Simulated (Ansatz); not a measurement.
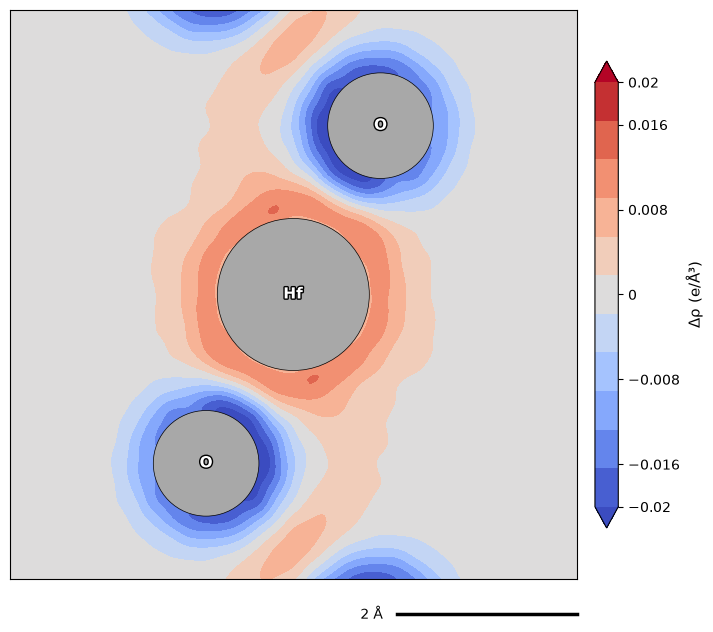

HfO2. Difference of the valence pseudo-densities of two functionals at the same geometry, on the (110) plane of the calculation cell: one of PBE and r2SCAN less the other.

Both computed with Ansatz (plane waves, PAW), on the same k-point mesh. Grey discs cover the atomic cores.

```
CELL_PARAMETERS angstrom
3.25221 0.00000 0.00000
-1.62611 2.81650 0.00000
0.00000 0.00000 5.60170
ATOMIC_POSITIONS crystal
Hf 0.00000 0.00000 0.00000
O 0.33333 0.66667 0.17312
O 0.66667 0.33333 0.82688
```

**Which was subtracted from which, and what does the map show?**

It is PBE less r2SCAN. Against r2SCAN, PBE gives more density around Hf (+0.007 e/Å³ on average at 1.2 Å from the nucleus), less density around O (−0.014 e/Å³ on average at 0.7 Å from the nucleus) and a change of +0.008 e/Å³ at the midpoint of Hf–O.
